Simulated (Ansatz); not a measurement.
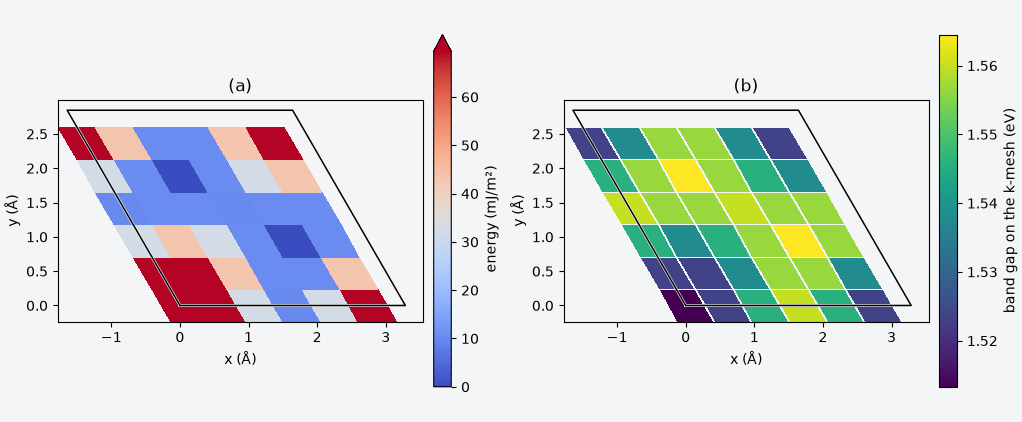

A bilayer of two WSe₂ sheets (1H type) (6 atoms in the cell). 
- The upper layer of a bilayer is slid over the lower one; relaxed at each slide: nothing; the origin of the map has Se4 above Se3; the distance between the facing planes is held at 3.56 Å.
- Places are given modulo a cell vector. The map is drawn in real space over the plane of the slide.
- Grid: 6 × 6 points; 7 points were computed and 29 follow by symmetry.
- All energies are given in mJ/m² relative to the lowest grid point.
- At a held distance the lowest stacking need not be the one that binds best once the distance relaxes.
- These are results of DFT PBE+D3(BJ), scalar-relativistic, plane waves, PAW in Ansatz 0.2.0, not measurements. Settings: cutoff 420 eV, k-mesh 9×9×1, gaussian smearing 0.05 eV, no spin polarisation.

Panel (a) is the energy and panel (b) the computed band gap on the k-mesh on the same grid.

In the figure: one coloured cell a grid point, the outline of one cell of the plane, one colour for all values above the top of the scale.

How does the band gap on the k-mesh vary over the map, and what is it at the lowest grid point?

Answer. It runs from 1.51 eV at (0/6, 0/6) of the cell vectors to 1.56 eV at (2/6, 4/6) of the cell vectors. At the lowest grid point, (2/6, 4/6) of the cell vectors, it is 1.56 eV.

PAW datasets: the set soft_1.
